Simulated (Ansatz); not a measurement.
## Si: an electron-density study

Space group Cmcm. This isn't the usual form at ambient conditions. The cell comes from a database of computed structures, not from a measurement.

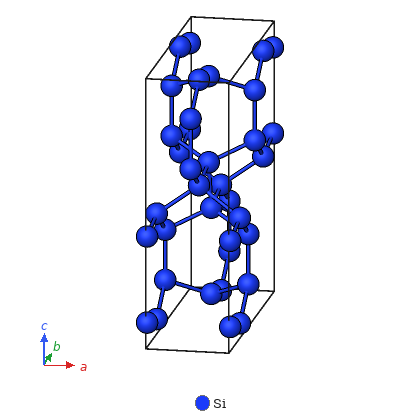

The conventional cell.

The calculation's input:

```
crystal:
  lattice:
    - [-3.82886495, 0.0, 0.0]
    - [1.914432475, -5.35268036, 0.0]
    - [0.0, 0.0, 12.67273019]
  atoms:
    - { symbol: Si, position: [0.75726618, 0.51453236, 0.94510656] }
    - { symbol: Si, position: [0.24273382, 0.48546764, 0.05489344] }
    - { symbol: Si, position: [0.75726618, 0.51453236, 0.55489344] }
    - { symbol: Si, position: [0.24273382, 0.48546764, 0.44510656] }
    - { symbol: Si, position: [0.42868506, 0.85737012, 0.15727091] }
    - { symbol: Si, position: [0.57131494, 0.14262988, 0.84272909] }
    - { symbol: Si, position: [0.42868506, 0.85737012, 0.34272909] }
    - { symbol: Si, position: [0.57131494, 0.14262988, 0.65727091] }
    - { symbol: Si, position: [0.97127059, 0.94254118, 0.9093701] }
    - { symbol: Si, position: [0.02872941, 0.05745882, 0.0906299] }
    - { symbol: Si, position: [0.97127059, 0.94254118, 0.5906299] }
    - { symbol: Si, position: [0.02872941, 0.05745882, 0.4093701] }
basis:
  ecutwfc: 500
  fft_grid_basis: typed
kpoints:
  mp_grid: { grid: [10, 10, 4] }
hamiltonian:
  xc: pbe
scf:
  occupations: { method: gaussian, width: 0.05 }
output:
  forces: true
  stress: true
  eigenvalues: true
  bader: true
  write_density: true
  volumetric_format: npy
  elf: true
```

Command:

```sh
ansatz run input.yaml --threads 2 --pin off --max-ram 4096MiB --backend cpu --events-out ev --progress --plain --runs-dir out
```

The picture shows the conventional cell (a = 3.83 Å, b = 10.71 Å, c = 12.67 Å, α = 90.00°, β = 90.00°, γ = 90.00°).

Computed with Ansatz 0.2.0, DFT PBE, scalar-relativistic, plane waves, PAW.

Core electrons are frozen (PAW), so the maps are meaningful between the atoms, not at the nuclei.

### 1. Bonding charge

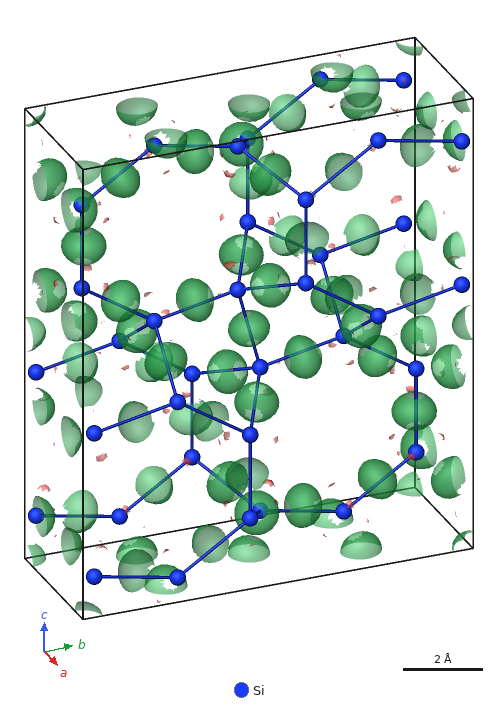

Bonding charge density, ρ(crystal) − Σ ρ(neutral atoms): green surfaces at +0.08 and red ones at −0.08 e/Å³, in the conventional cell seen at an oblique angle (the regions close to the nuclei are left out). Cores are masked to 0.8 Å (Si).

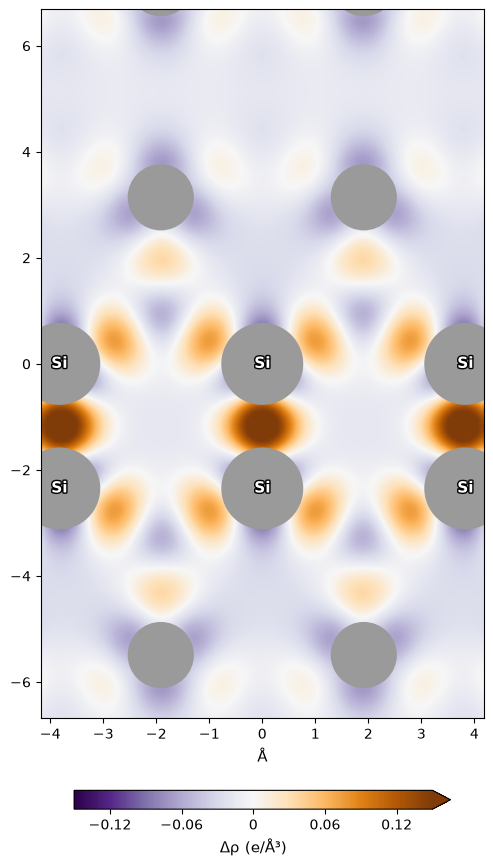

Also shown: a map on the (010) plane of the conventional cell, with grey discs over the atomic cores.

Q: Read the map: where is density gained and where lost?

A: Si–Si (2.34 Å): Δρ is +0.18 e/Å³ at the midpoint, where it peaks: a build-up of bond charge.
- Over the whole cell, outside the masked cores, the largest gain, 0.19 e/Å³, lies 1.2 Å from a silicon nucleus, and the largest loss lies at the edge of the masked core of Si.
- The rearranged charge, half the integral of |Δρ|, is about 0.28 e an atom.

### 2. Holes and electrons

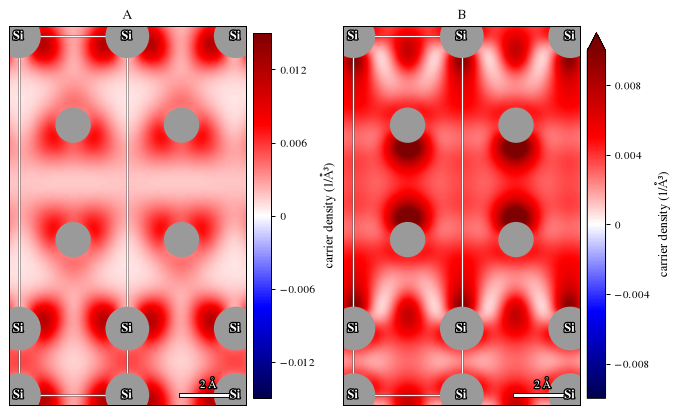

Si, doped once with holes and once with electrons (1 e in the calculation's cell of 12 atoms, uniform background, atoms fixed). Each panel shows the carrier's density (positive where it sits) on the (010) plane of the conventional cell; grey discs cover the cores. Cores are masked to 0.8 Å (Si). This is very heavy doping.

Q: Tell the hole from the electron.

A: A is the hole: outside the cores it is densest 1.2 Å from a silicon nucleus. B is the electron: outside the cores it is densest 0.9 Å from a silicon nucleus.

### 3. Change of volume

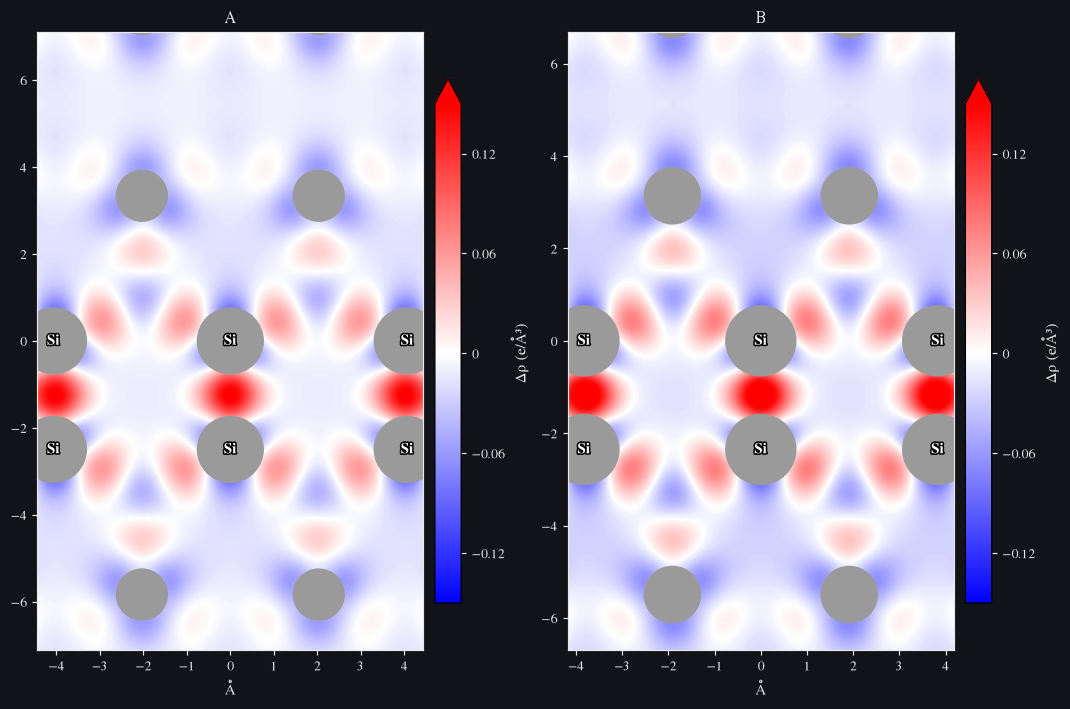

Si: deformation density on the (010) plane of the conventional cell at two volumes, with the same fractional coordinates and one colour scale. Grey discs cover the cores.

Q: Which panel is the larger cell, by how much, and what changes?

A: A is the larger cell: A has 120 % of the volume of B. From B to A, Si–Si goes from 2.34 to 2.48 Å, and Δρ at its midpoint from +0.18 to +0.15 e/Å³. The pressure is 1.3 GPa in B and −9.3 GPa in A. The rearranged charge is 0.28 e an atom in B and 0.27 e in A. The scaled cell isn't relaxed: forces reach 0.4 eV/Å.

### 4. Putting it together

The two pressures give a mean stiffness −ΔP/Δln V of about 59 GPa over this range, with the atoms held at their fractional positions.
